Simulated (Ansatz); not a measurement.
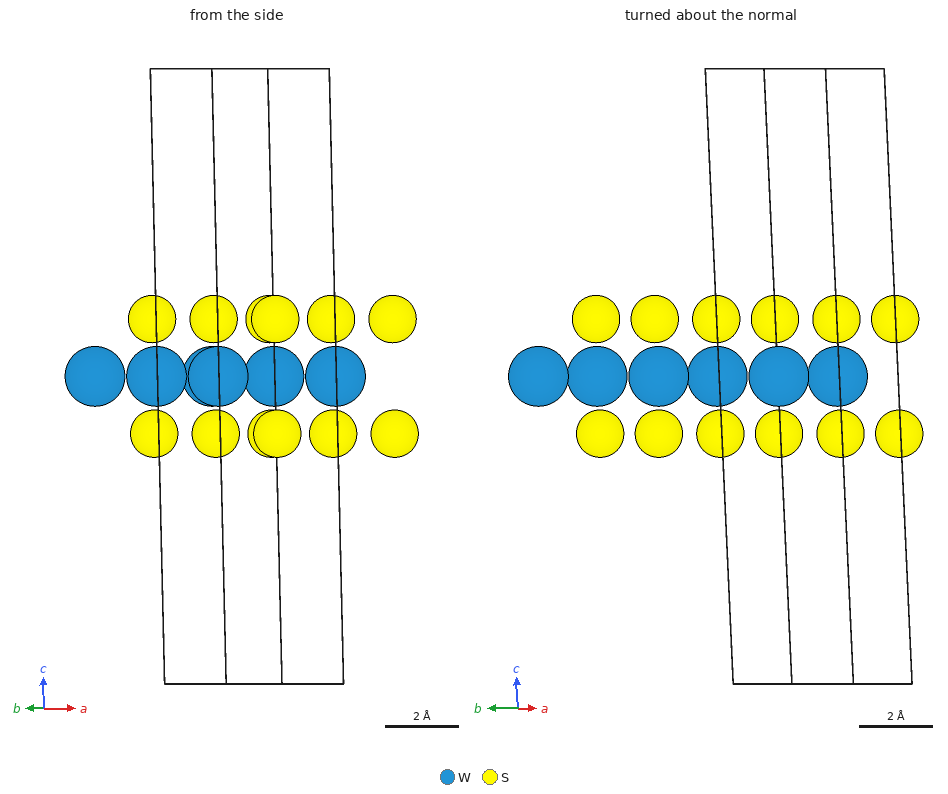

A spheres-only picture of a periodic sheet, seen from the side and turned about the normal. The surface normal points up in side views; the box is the simulation cell. 2×3 cells are drawn in the plane, with atoms at the edges repeated.

The cell holds 1 W, 2 S.

Question: Which species face the vacuum on either side?

Answer: The top face ends in S, the bottom face in S. The two faces are alike.

Question: What is its extent along the surface normal?

Answer: About 3.2 Å from the lowest to the highest atom, with about 14 Å of vacuum to the next image.

Question: What is the stacking of atomic planes, top to bottom?

Answer: Three planes: S / W / S.

The starting point was a structure listed in the Materials Project. The cell was then strained or its atoms displaced on purpose. It was run through Ansatz as a DFT input.

At this level of theory the run's own cell isn't at rest (forces up to 0.8 eV/Å), so its distances can differ from those at equilibrium, the more so the softer the solid.
